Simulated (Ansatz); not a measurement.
Ti

```cif
data_structure
_symmetry_space_group_name_H-M 'P 1'
_symmetry_Int_Tables_number 1
_cell_length_a 3.0213
_cell_length_b 3.0213
_cell_length_c 4.3992
_cell_angle_alpha 90.000
_cell_angle_beta 90.000
_cell_angle_gamma 120.000
_cell_volume 34.78
loop_
_atom_site_label
_atom_site_type_symbol
_atom_site_fract_x
_atom_site_fract_y
_atom_site_fract_z
_atom_site_occupancy
Ti1 Ti 0.33333 0.66667 0.25000 1
Ti2 Ti 0.66667 0.33333 0.75000 1
```

Space group P6₃/mmc; computed without spin polarisation.

The calculation used DFT PBE, scalar-relativistic, plane waves, PAW (Ansatz 0.2.0).

In a PAW calculation such maps are meaningful between the atoms, not at the nuclei.

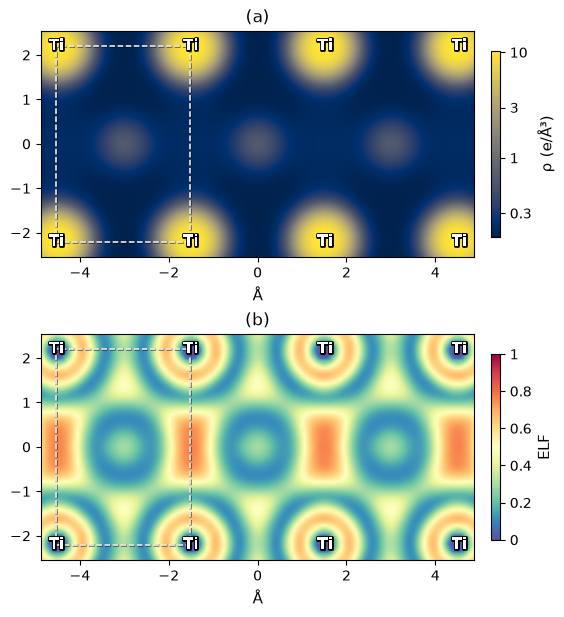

Figure 1. (a) valence electron density; (b) ELF on the (100) plane of the conventional cell.

Interpret the plot.

Answer.
- The plane passes through Ti nuclei.
- Atoms just off the plane (Ti, 0.9 Å away) can leave unmarked features too.
- Ti–Ti (3.02 Å): the density is about 0.18 e/Å³ at the midpoint; the ELF is about 0.30 at the midpoint.
- Between the atoms the lowest density in this plane is 0.18 e/Å³.
- The ELF has a maximum of about 0.75 in the space between the atoms, on no atom or two-centre bond.
- The features right at Ti lie inside the PAW spheres, where the map follows smoothed inner orbitals and isn't to be read closely.

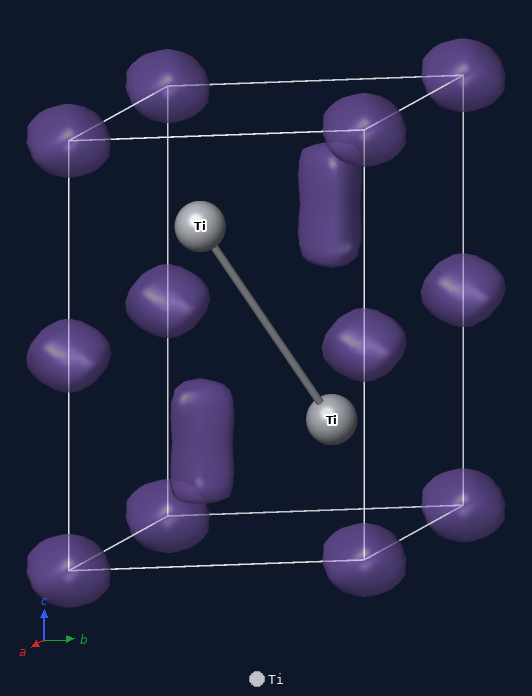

Figure 2. Isosurface of the electron localisation function at 0.65 (purple), seen slightly off an axis. Core shells and regions of very low density are left out. Sticks mark near contacts.

What do the ELF domains correspond to?

Answer. The surface consists of four pockets between the atoms, centred on no nucleus (multi-centre or interstitial), counted in one cell of 2 atoms. Any copies at cell faces, edges or corners count once. There are no localised bonds or lone pairs at this value. Profiles from the grid: Ti–Ti (2.81 Å): the ELF is about 0.20 at the midpoint (no shared electron pair shows on this line).

Metal or insulator at this level of theory?

Answer. It is gapless in this calculation (a metal or semimetal).
